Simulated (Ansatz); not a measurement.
```
CELL_PARAMETERS angstrom
4.46958 0.00000 0.00000
-2.23479 3.87077 0.00000
0.00000 0.00000 19.75957
ATOMIC_POSITIONS crystal
Mo 0.66667 0.33333 0.20243
Mo 0.33333 0.66667 0.24861
Mo 0.00000 0.00000 0.29478
Mo 0.66667 0.33333 0.33688
Mo 0.33333 0.66667 0.37797
Mo 0.00000 0.00000 0.41800
H 0.66667 0.22222 0.43068
```

Not relaxed (largest force 1.4 eV/Å); computed without spin polarisation; PAW files of the earlier set (soft_1).

The calculation used DFT PBE, scalar-relativistic, plane waves, PAW in Ansatz 0.2.0.

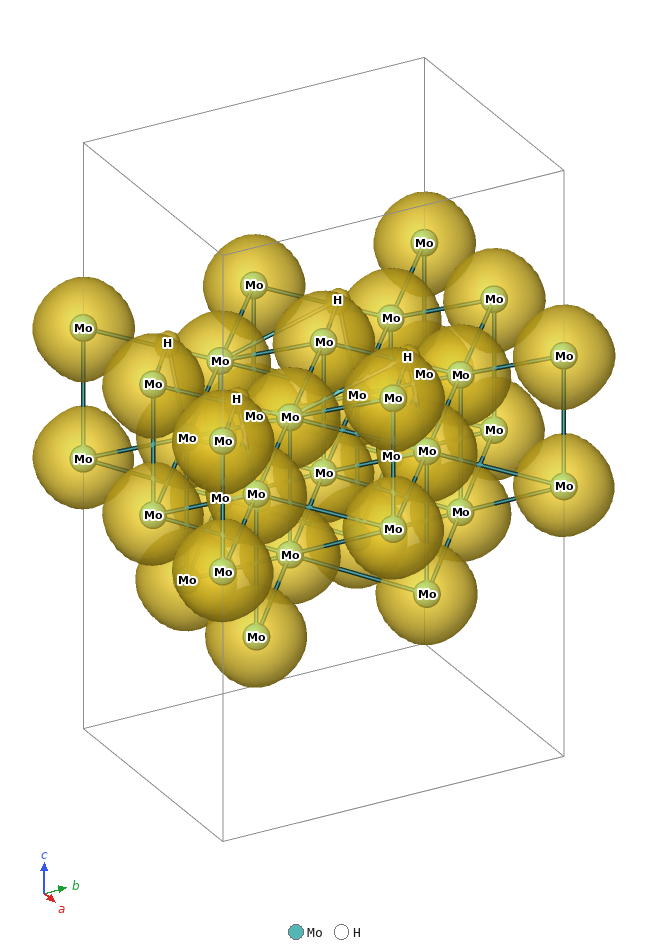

Mo6H (slab). Isosurface of the valence pseudo-density at 1 e/Å³ (yellow), seen slightly off an axis. Sticks mark near contacts.

The density is the valence pseudo-density of a PAW calculation; it isn't the true density close to the nuclei.

**How is the density connected at this value?**

At this value the density breaks into separate islands; it holds about 65 % of the electrons treated as valence (semicore included). It bridges none of the near contacts. It is pinched off along the shortest Mo–H (1.92 Å), Mo–Mo (2.43 Å), Mo–H (2.18 Å) and Mo–Mo (2.56 Å) contacts. On the grid the lowest density along these lines, outside the cores, is 0.46 e/Å³ (Mo–H, 1.92 Å), 0.71 e/Å³ (Mo–Mo, 2.43 Å), 0.31 e/Å³ (Mo–H, 2.18 Å) and 0.54 e/Å³ (Mo–Mo, 2.56 Å).

**Metal or insulator at this level of theory?**

It is metallic or semimetallic at this level of theory: no gap opens.
